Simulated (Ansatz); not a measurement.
Run report: Co5Si8, geometry relaxation (part 3 of 4)

Co5Si8 (slab, 13 atoms in the cell); DFT PBEsol, scalar-relativistic, plane waves, PAW, spin-polarised (Ansatz 0.2.0); cutoff 420 eV, 8×6×1 k-mesh, Gaussian smearing of 0.1 eV, collinear spins. The structure derives from an entry of the Crystallography Open Database. The input holds or restrains some coordinates. Forces given for the steps count only the free coordinates. It belongs to a series of runs on one base structure; here: Co put at a top Co site.

Geometry of the input (Å; fractional positions):
```
3.7565  0.0000  0.0000
0.0000  5.3125  0.0000
0.0000  0.0000  24.6348
Co 0.5000  0.5000  0.3450
Si 0.0000  0.7500  0.3450
Si 0.0000  0.2500  0.3450
Co 0.0000  0.0000  0.4213
Si 0.5000  0.2500  0.4213
Si 0.5000  0.7500  0.4213
Co 0.5000  0.5000  0.4969
Si 0.0000  0.7520  0.4985
Si 0.0000  0.2480  0.4985
Co 0.0000  0.0000  0.5745
Si 0.5000  0.2493  0.5718
Si 0.5000  0.7507  0.5718
Co 0.0000  0.0000  0.6768
```

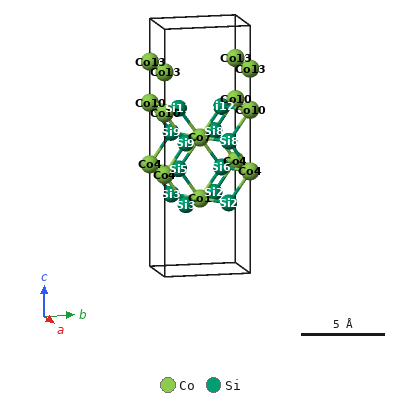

Figure 1. The geometry at step 1 of the log (ball-and-stick view of the cell of the calculation, with the vacuum cut short, seen slightly off an axis; atoms are numbered from 1 in the order of the input).

**The program's output, continued**
```
SCF iter   1: F=—  HF=-30436.007284 eV  |F-HF|=—  |Δ(HF+E_count)|=         —  Δρ=8.55e-4 (↑5.28e-4 ↓8.55e-4)  dr2=2.18e-3  dr2_m=1.46e-3  M=2.475 μB ∫|m|=2.738 μB  β_m=1.00  ethr=7.79e-5  p=0.191 e·Å  D=7.02e-2 V/Å  ΔV_dip=-1.73 eV  dr2_dipole=1.91e-4  V_vac-E_F(+/−)=3.21/4.94 eV  ⟨swp⟩=2.5  Hψ=5303  notcnv=0  defer=238
efield: sawtooth ramp at fractional position 0.9909 (handed on by an earlier solve), width 0.0400; the density the first Hamiltonian is built on has a dipole p = 0.191 e·Å; the dipole correction subtracts the counter field D = 7.02e-2 V/Å, which shifts the + side's vacuum level by -1.73 eV against the − side's; the planar-averaged density in the ramp window peaks in size at 6.8e-6 e/Å³
preconditioner: auto → LDOS  [metal: Δε(μ)=0.006 eV  Ē_g=6.025 eV  σ=0.100 eV  W_gap=0.03  n_scr=44 (ndim 8)  ℏωp=14.7 eV  f_vac=0.575  D(μ)=7.21/eV (n_scr^D=30)]
spin=Collinear: LDOS preconditioning applied to the charge; magnetization (m = ρ↑ − ρ↓) channel mixes plain (no charge-response kernel on spin).
SCF iter   2: F=—  HF=-30436.007248 eV  |F-HF|=—  |Δ(HF+E_count)|=   3.67e-5  Δρ=2.77e-4 (↑2.74e-4 ↓2.77e-4)  dr2=6.95e-4  dr2_m=1.14e-5  M=2.473 μB ∫|m|=2.737 μB  β_m=0.33  ethr=1.86e-6  p=0.191 e·Å  D=7.04e-2 V/Å  ΔV_dip=-1.73 eV  dr2_dipole=2.83e-5  V_vac-E_F(+/−)=3.21/4.94 eV  ⟨swp⟩=2.0  Hψ=5652  notcnv=0  defer=230
density mixer auto → msr1: a metal under ldos (density of states about μ 1.52 of a free-electron gas's, 88 screened modes)
SCF iter   3: F=—  HF=-30436.007153 eV  |F-HF|=—  |Δ(HF+E_count)|=   9.41e-5  Δρ=2.12e-4 (↑2.12e-4 ↓1.43e-4)  dr2=1.65e-4  dr2_m=4.11e-5  M=2.472 μB ∫|m|=2.736 μB  β_m=0.64  ethr=5.94e-7  p=0.191 e·Å  D=7.05e-2 V/Å  ΔV_dip=-1.74 eV  dr2_dipole=8.10e-7  V_vac-E_F(+/−)=3.21/4.94 eV  ⟨swp⟩=1.7  Hψ=3456  notcnv=0  defer=230
SCF iter   4: F=—  HF=-30436.007206 eV  |F-HF|=—  |Δ(HF+E_count)|=   5.21e-5  Δρ=5.12e-5 (↑3.36e-5 ↓5.12e-5)  dr2=5.34e-6  dr2_m=5.65e-6  M=2.471 μB ∫|m|=2.735 μB  β_m=0.82  ethr=1.41e-7  p=0.191 e·Å  D=7.03e-2 V/Å  ΔV_dip=-1.73 eV  dr2_dipole=2.32e-8  V_vac-E_F(+/−)=3.21/4.94 eV  ⟨swp⟩=2.0  Hψ=5189  notcnv=0  defer=230
SCF iter   5: F=—  HF=-30436.007217 eV  |F-HF|=—  |Δ(HF+E_count)|=   1.19e-5  Δρ=3.21e-5 (↑1.85e-5 ↓3.21e-5)  dr2=9.63e-6  dr2_m=1.20e-6  M=2.471 μB ∫|m|=2.735 μB  β_m=0.77  ethr=4.56e-9  p=0.191 e·Å  D=7.04e-2 V/Å  ΔV_dip=-1.73 eV  dr2_dipole=1.38e-8  V_vac-E_F(+/−)=3.21/4.94 eV  ⟨swp⟩=3.0  Hψ=6310  notcnv=0  defer=230
SCF iter   6: F=—  HF=-30436.007217 eV  |F-HF|=—  |Δ(HF+E_count)|=   3.71e-7  Δρ=2.00e-5 (↑1.08e-5 ↓2.00e-5)  dr2=2.31e-6  dr2_m=4.14e-7  M=2.471 μB ∫|m|=2.735 μB  β_m=0.88  ethr=4.56e-9  p=0.191 e·Å  D=7.03e-2 V/Å  ΔV_dip=-1.73 eV  dr2_dipole=4.06e-7  V_vac-E_F(+/−)=3.21/4.94 eV  ⟨swp⟩=2.0  Hψ=5252  notcnv=0  defer=230
SCF iter   7: F=—  HF=-30436.007218 eV  |F-HF|=—  |Δ(HF+E_count)|=   6.88e-7  Δρ=1.21e-5 (↑5.39e-6 ↓1.21e-5)  dr2=5.62e-7  dr2_m=1.57e-7  M=2.471 μB ∫|m|=2.735 μB  β_m=0.94  ethr=1.98e-9  p=0.191 e·Å  D=7.03e-2 V/Å  ΔV_dip=-1.73 eV  dr2_dipole=4.95e-8  V_vac-E_F(+/−)=3.21/4.94 eV  ⟨swp⟩=2.1  Hψ=5176  notcnv=0  defer=230
SCF iter   8: F=—  HF=-30436.007218 eV  |F-HF|=—  |Δ(HF+E_count)|=   6.85e-7  Δρ=5.48e-6 (↑5.48e-6 ↓5.00e-6)  dr2=2.83e-7  dr2_m=4.40e-8  M=2.471 μB ∫|m|=2.735 μB  β_m=0.83  ethr=4.80e-10  p=0.191 e·Å  D=7.03e-2 V/Å  ΔV_dip=-1.73 eV  dr2_dipole=9.97e-10  V_vac-E_F(+/−)=3.21/4.94 eV  ⟨swp⟩=3.0  Hψ=5983  notcnv=0  defer=230
SCF iter   9: F=—  HF=-30436.007218 eV  |F-HF|=—  |Δ(HF+E_count)|=   2.73e-8  Δρ=2.81e-6 (↑2.81e-6 ↓2.54e-6)  dr2=8.54e-8  dr2_m=1.01e-8  M=2.471 μB ∫|m|=2.735 μB  β_m=0.72  ethr=2.42e-10  p=0.191 e·Å  D=7.03e-2 V/Å  ΔV_dip=-1.73 eV  dr2_dipole=1.39e-8  V_vac-E_F(+/−)=3.21/4.94 eV  ⟨swp⟩=2.4  Hψ=5312  notcnv=0  defer=230
SCF iter  10: F=-30436.007218 eV  HF=-30436.007219 eV  |F-HF|=3.58e-8  |Δ(HF+E_count)|=   6.88e-8  Δρ=3.08e-6 (↑2.04e-6 ↓3.08e-6)  dr2=9.01e-8  dr2_m=6.18e-9  M=2.470 μB ∫|m|=2.735 μB  ethr=7.30e-11  p=0.191 e·Å  D=7.03e-2 V/Å  ΔV_dip=-1.73 eV  dr2_dipole=2.50e-9  V_vac-E_F(+/−)=3.21/4.94 eV  ⟨swp⟩=16.9  Hψ=25469  notcnv=0
SCF 6 converged in 10 iterations: F = -30436.007218 eV  dr2 = 9.01e-8
relax step   6: F+E_penalty+E_count = -30436.00721849 eV  Δ(F+E_penalty+E_count) = -1.833e-3 eV  max|allowed force component| = 2.367e-2 eV/Å  Δτ_max = 0.0143 Å  (10 SCF iters, accepted)
WARN: The output density's exchange-correlation potential varies sharply where the density is thin. Do not read a vacuum level from v_tot or v_xc, or from such a field of the output density. On a cell that repeats whose density bears no net charge and no dipole along the vacuum's axis use v_es (v_loc + v_h of the components); under efield.dipole_correction with no amplitude use v_es + v_field, which holds any external_charges[].barrier, or the levels of the report's work_function block, which leave it out; under a non-zero efield.amplitude the vacuum is tilted and has no level; on a cell that repeats and bears such a dipole with no correction it is tilted too, and efield.dipole_correction with no amplitude gives each side of its ramp a level where efield: is served; in a cell that repeats whose density bears a net charge (total_charge, or a fill off its count) it is curved and has none; of a slab under crystal.periodic whose density bears no net charge use v_es, which has a level on each side, short of where the two are joined; of another it falls or rises all the way out and has none; of a slab beside external_charges read slab_vacuum_level instead, which it has where they leave it neutral. The grid or the basis barely resolves most such structure, and the values can differ between equally converged runs; as a rule a tighter scf.convergence.dr2_threshold does not remove it. Where the density itself ripples (under the LDA too) a higher basis.ecutwfc lessens it. The files hold the spikes' plane waves up to the density's cutoff. Files: v_tot_of_output_density and the like, and their columns of v_z.tsv (output.write_potential); v_xc_of_output_density and the like, and their columns of v_comp_z.tsv (output.write_potential_components). Measured: with its Gaussian average of σ = 0.25 Å subtracted twice, the exchange-correlation potential is over 0.1 eV at 312 of the grid points where the equally averaged density (valence and model cores) is under 1e-3 e/Å³, and 0.250 eV at the most among them, at an averaged density of 6.0e-9 e/Å³. The input density's (outcome.potential() and, of a run that writes arrays, v_tot and v_xc) is over 0.1 eV, so measured, at 156 points of its own thin density, 0.237 eV at the most. See output.write_potential in the manual, Limitations
SCF converged after 10 iterations
Magnetization: 2.4705 μB (59.7352 up, 57.2648 down)
Absolute magnetization: 2.7443 μB (∫|ρ↑−ρ↓|, with the PAW one-centre terms)
Spin contamination: 0.2170 ħ² per cell (⟨S²⟩ above its minimum at these occupations)
Per-site moments (μB) at R_I (Å): [(0.041925234161813554, 0.9489081592837694), (0.003418279316280449, 0.9489081592837694), (0.003418279316280499, 0.9489081592837694), (0.003737994558388975, 0.9484778459728898), (0.0006656626281563348, 0.9489081592837694), (0.0006656626281563472, 0.9489081592837694), (-0.0008633028165348431, 0.9425766873073371), (-0.0016786722241001854, 0.9174823338373878), (-0.0016786722241003249, 0.9174823338373878), (0.32025703288187357, 0.855782600317948), (0.007014111244598572, 0.9543546511161293), (0.007014111244598492, 0.9543546511161296), (1.8711599360136715, 0.855782600317948)]
Free energy (F): -30436.007218 eV
Harris-Foulkes:  -30436.007219 eV  (|F-HF|=3.58e-8)
Internal energy: -30435.971161 eV  (E = F + TS)
E sigma→0 (E₀):  -30435.989190 eV
Entropy (-TS):   -0.036058 eV (-2.774 meV/atom)
Fermi energy:    1.764100 eV
Dipole field:    D = 0.070276 V/Å  (p = 0.190931 e·Å, saw-weighted, corrected)
Work function:   Φ+ = 3.2124 eV   Φ− = 4.9436 eV
Levels:          The Fermi level and band energies are counted from a zero that moves with the ramp; work functions are not
--- Per-component energies (eV) ---
  E_band       = -2758.855293
  E_kinetic    = 2628.838371
  E_local      = -125483.350887  (includes V_loc(G=0)·N_el)
  E_nonlocal   = 2491.984744
  E_hartree    = 60747.555162
  E_xc         = -1233.804773
  E_vxc        = -1407.447594  (∫ρ·V_xc dr)
  E_paw        = -11420.641092  (= ΣΔE_a)
  E_vpaw       = -2488.849328  (= ΣTr[D̂ρ^β])
  E_aug_tail   = 0.000389  (compensation charges beyond the density's cutoff)
  E_efield     = 0.006709  (sawtooth field / dipole correction)
  E_vefield    = 4.865147  (∫n·V_field dr)
  E_ewald      = 41832.245635
  E_core_change = 1.194581  (= ΣΔE_core)
  E_smearing   = -0.036058  (= −TS)
  E_closure    = 0.000000  (closes the sum)
  Σ components = -30436.007218   (vs F -30436.007218, Δ=0.00e0)
--- Forces (eV/Å), atoms counted from 1 ---
  atom   1  Co     0.00000000     0.00000000    -0.01800462
  atom   2  Si     0.00000000     0.02449681     0.29055108
  atom   3  Si     0.00000000    -0.02449681     0.29055108
  atom   4  Co     0.00000000     0.00000000    -0.15553635
  atom   5  Si     0.00000000     0.10570342    -0.19285008
  atom   6  Si     0.00000000    -0.10570342    -0.19285008
  atom   7  Co     0.00000000     0.00000000     0.00291893
  atom   8  Si     0.00000000    -0.02220908    -0.02367490
  atom   9  Si     0.00000000     0.02220908    -0.02367490
  atom  10  Co     0.00000000     0.00000000     0.00685053
  atom  11  Si     0.00000000     0.02037223     0.01024291
  atom  12  Si     0.00000000    -0.02037223     0.01024291
  atom  13  Co     0.00000000     0.00000000    -0.00477555
  max |Σ_I F_I| component: 9.05e-6 eV/Å
--- Band table (eV; the first three rows and the last of 40) ---
  k-point 0 ↑: bands = ["-93.8858", "-93.1228", "-92.7135", "-92.7126", "-92.5538", "-57.7848", "-57.2594", "-57.0458", "-56.6996", "-56.5544", "-56.4248", "-56.2285", "-56.1940", "-56.1715", "-56.1629", "-56.1577", "-56.1461", "-56.0549", "-56.0404", "-55.9410", "-11.0240", "-9.5317", "-7.5906", "-6.9079", "-5.6286", "-5.6039", "-5.0089", "-3.9921", "-3.8936", "-2.8653", "-2.4356", "-2.2279", "-2.1872", "-2.1566", "-1.7645", "-1.7157", "-1.6121", "-1.5495", "-1.1407", "-1.0059", "-0.8415", "-0.7390", "-0.6664", "-0.4832", "-0.4136", "-0.1832", "-0.1823", "-0.1604", "-0.0510", "-0.0176", "0.2975", "0.3591", "0.4033", "0.5761", "0.6387", "0.7598", "0.8356", "1.3717", "1.9275", "2.0014", "3.0430", "3.0711", "3.8801", "4.2538", "4.5213", "4.6690", "4.8682", "4.9984", "5.4799", "5.5391", "5.5736", "5.6726", "6.1590"]
  k-point 1 ↑: bands = ["-93.8858", "-93.1228", "-92.7135", "-92.7126", "-92.5538", "-57.7848", "-57.2594", "-57.0458", "-56.6996", "-56.5544", "-56.4248", "-56.2285", "-56.1940", "-56.1715", "-56.1629", "-56.1577", "-56.1461", "-56.0549", "-56.0404", "-55.9410", "-10.8825", "-9.3975", "-7.7196", "-7.4928", "-6.2600", "-5.4073", "-4.5948", "-4.1601", "-3.2537", "-2.9125", "-2.4965", "-2.1928", "-2.1323", "-2.0136", "-1.8711", "-1.6454", "-1.6022", "-1.5483", "-1.2666", "-1.1158", "-0.6544", "-0.5124", "-0.4966", "-0.4262", "-0.3088", "-0.2560", "-0.1901", "-0.0880", "-0.0654", "0.0762", "0.2501", "0.3583", "0.5074", "0.6076", "0.6216", "0.8558", "1.3014", "1.3701", "1.6192", "2.0511", "2.8965", "3.5065", "3.6682", "3.8548", "3.8778", "4.2053", "4.6125", "5.1628", "5.3654", "5.6925", "5.7480", "5.9328", "6.1246"]
  k-point 2 ↑: bands = ["-93.8859", "-93.1228", "-92.7135", "-92.7127", "-92.5538", "-57.7848", "-57.2594", "-57.0458", "-56.6996", "-56.5544", "-56.4248", "-56.2285", "-56.1940", "-56.1715", "-56.1630", "-56.1577", "-56.1461", "-56.0549", "-56.0404", "-55.9410", "-10.4613", "-9.0045", "-8.8247", "-7.6061", "-6.8056", "-5.5647", "-4.9687", "-3.7317", "-2.7793", "-2.4460", "-2.1979", "-2.1854", "-2.0697", "-2.0311", "-1.8588", "-1.6599", "-1.6462", "-1.4331", "-1.2900", "-1.0056", "-0.6032", "-0.4821", "-0.3066", "-0.2704", "-0.2140", "-0.1742", "-0.1102", "0.0115", "0.0527", "0.2286", "0.3175", "0.3368", "0.4688", "0.8452", "1.0050", "1.1775", "1.4172", "1.4341", "2.0591", "2.1176", "2.4652", "2.6896", "2.7516", "3.4906", "3.9135", "4.3339", "4.5656", "5.0410", "5.3527", "5.4100", "5.4764", "5.7153", "5.9385"]
  k-point 19 ↓: bands = ["-92.7322", "-92.7196", "-92.7112", "-92.5059", "-91.6415", "-56.3352", "-56.2352", "-56.2169", "-56.1879", "-56.1851", "-56.1736", "-56.1489", "-56.1446", "-56.1086", "-56.0209", "-55.9963", "-55.8798", "-55.3229", "-55.0939", "-54.9543", "-7.6477", "-7.6120", "-7.3018", "-7.1859", "-6.3972", "-6.3465", "-6.3008", "-6.2814", "-3.4894", "-3.3253", "-3.2969", "-3.2095", "-2.1398", "-1.7820", "-1.6423", "-1.5688", "-1.2069", "-1.0551", "-0.8573", "-0.7769", "-0.6568", "-0.2885", "-0.2506", "-0.2166", "-0.0982", "-0.0290", "0.0359", "0.0931", "0.2194", "0.5511", "0.7535", "0.7911", "1.0598", "1.0833", "1.1588", "1.2470", "1.5043", "1.7670", "1.7859", "2.0307", "2.1053", "2.1800", "3.1120", "3.2746", "3.8202", "4.5510", "4.8433", "4.9039", "4.9999", "5.1975", "5.5676", "5.7390", "5.7805"]
--- Relaxed structure (6 steps of the walk, 6 accepted, 0 SCFs on fresh bases) ---
  F+E_penalty+E_count = -30436.00721849 eV   max|allowed force component| = 2.367e-2 eV/Å
  atoms:
    - { symbol: Co, position: [0.5, 0.5, 0.3450408314999999] }
    - { symbol: Si, position: [0.0, 0.75, 0.3450408314999999] }
    - { symbol: Si, position: [0.0, 0.25, 0.3450408314999999] }
    - { symbol: Co, position: [0.0, 0.0, 0.42128491789999994] }
    - { symbol: Si, position: [0.5, 0.25, 0.42128491789999994] }
    - { symbol: Si, position: [0.5, 0.75, 0.42128491789999994] }
    - { symbol: Co, position: [0.5, 0.5, 0.4984899521870729] }
    - { symbol: Si, position: [-4.005400260780937e-37, 0.7448168304930424, 0.49667379128560685] }
    - { symbol: Si, position: [-4.005400260780937e-37, 0.2551831695069577, 0.49667379128560685] }
    - { symbol: Co, position: [0.0, 0.0, 0.5682516792232547] }
    - { symbol: Si, position: [0.5, 0.2509040147399353, 0.5771582346311874] }
    - { symbol: Si, position: [0.5, 0.7490959852600645, 0.5771582346311874] }
    - { symbol: Co, position: [0.0, 0.0, 0.652466991872404] }
--- Löwdin populations: 13 sites ---
  site symbol       q [e]    m [muB]
     0     Co     16.6749     0.0434
     1     Si      4.0405     0.0136
     2     Si      4.0405     0.0136
     3     Co     16.7371     0.0019
     4     Si      3.9197     0.0034
     5     Si      3.9197     0.0034
     6     Co     16.7265    -0.0058
     7     Si      3.9466    -0.0047
     8     Si      3.9466    -0.0047
     9     Co     16.7162     0.3372
    10     Si      4.1540     0.0176
    11     Si      4.1540     0.0176
    12     Co     16.5817     2.0543
  spilling = 0.012325 (of n_electrons = 117.000000)
```

**File populations.tsv**
```
# site	symbol	l	j	q_up	q_dn
# orbitals = lowdin
# n_electrons = 117.000000
# spilling = 0.012325
0	Co	0_3S	-	0.985193	0.985214
0	Co	0_4S	-	0.288395	0.285696
0	Co	1_3P	-	2.994958	2.994880
0	Co	2_3D	-	4.090612	4.049921
1	Si	0_3S	-	0.700907	0.700935
1	Si	1_3P	-	1.326131	1.312550
2	Si	0_3S	-	0.700907	0.700935
2	Si	1_3P	-	1.326131	1.312550
3	Co	0_3S	-	0.980490	0.980507
3	Co	0_4S	-	0.293499	0.293578
3	Co	1_3P	-	2.995987	2.995802
3	Co	2_3D	-	4.099524	4.097690
4	Si	0_3S	-	0.603889	0.604155
4	Si	1_3P	-	1.357652	1.353966
5	Si	0_3S	-	0.603889	0.604155
5	Si	1_3P	-	1.357652	1.353966
6	Co	0_3S	-	0.980910	0.980983
6	Co	0_4S	-	0.291785	0.291389
6	Co	1_3P	-	2.996159	2.995902
6	Co	2_3D	-	4.091539	4.097882
7	Si	0_3S	-	0.612866	0.615678
7	Si	1_3P	-	1.358087	1.359946
8	Si	0_3S	-	0.612866	0.615678
8	Si	1_3P	-	1.358087	1.359946
9	Co	0_3S	-	0.981800	0.981839
9	Co	0_4S	-	0.319196	0.322422
9	Co	1_3P	-	2.995927	2.995971
9	Co	2_3D	-	4.229781	3.889272
10	Si	0_3S	-	0.696617	0.690005
10	Si	1_3P	-	1.389180	1.378192
11	Si	0_3S	-	0.696617	0.690005
11	Si	1_3P	-	1.389180	1.378192
12	Co	0_3S	-	0.997017	0.997144
12	Co	0_4S	-	0.425443	0.360299
12	Co	1_3P	-	2.997644	2.997010
12	Co	2_3D	-	4.897888	2.909262
```

**Trajectory as extended XYZ (Å, eV, eV/Å), 6 frames, from step=1 to step=6**
```
13
Lattice="3.7565 0.0000 0.0000 0.0000 5.3125 0.0000 0.0000 0.0000 24.6348" Properties=species:S:1:pos:R:3:forces:R:3 step=1 energy=-30435.28424
Co    1.8783    2.6563    8.5000    0.0000   0.0000  -0.1421
Si    0.0000    3.9844    8.5000    0.0000  -0.0059   0.3566
Si    0.0000    1.3281    8.5000    0.0000   0.0059   0.3566
Co    0.0000    0.0000   10.3783    0.0000   0.0000   0.0669
Si    1.8783    1.3281   10.3783    0.0000   0.0282  -0.3414
Si    1.8783    3.9844   10.3783    0.0000  -0.0282  -0.3414
Co    1.8783    2.6563   12.2405    0.0000   0.0000   0.1629
Si    0.0000    3.9950   12.2803    0.0000  -0.0190  -0.1044
Si    0.0000    1.3175   12.2803    0.0000   0.0190  -0.1044
Co    0.0000    0.0000   14.1529    0.0000   0.0000   1.2703
Si    1.8783    1.3245   14.0854    0.0000  -0.1315   0.3609
Si    1.8783    3.9880   14.0854    0.0000   0.1315   0.3609
Co    0.0000    0.0000   16.6729    0.0000   0.0000  -1.9007
13
Lattice="3.7565 0.0000 0.0000 0.0000 5.3125 0.0000 0.0000 0.0000 24.6348" Properties=species:S:1:pos:R:3:forces:R:3 step=2 energy=-30435.67375
Co    1.8783    2.6563    8.5000    0.0000   0.0000  -0.1238
Si    0.0000    3.9844    8.5000    0.0000   0.0067   0.3542
Si    0.0000    1.3281    8.5000    0.0000  -0.0067   0.3542
Co    0.0000    0.0000   10.3783    0.0000   0.0000   0.0781
Si    1.8783    1.3281   10.3783    0.0000   0.0607  -0.2664
Si    1.8783    3.9844   10.3783    0.0000  -0.0607  -0.2664
Co    1.8783    2.6563   12.2566    0.0000   0.0000   0.0989
Si    0.0000    3.9951   12.2827    0.0000  -0.0335  -0.1041
Si    0.0000    1.3174   12.2827    0.0000   0.0335  -0.1041
Co    0.0000    0.0000   14.1559    0.0000   0.0000   1.0001
Si    1.8783    1.3229   14.1134    0.0000  -0.0536   0.3204
Si    1.8783    3.9896   14.1134    0.0000   0.0536   0.3204
Co    0.0000    0.0000   16.4737    0.0000   0.0000  -1.6632
```
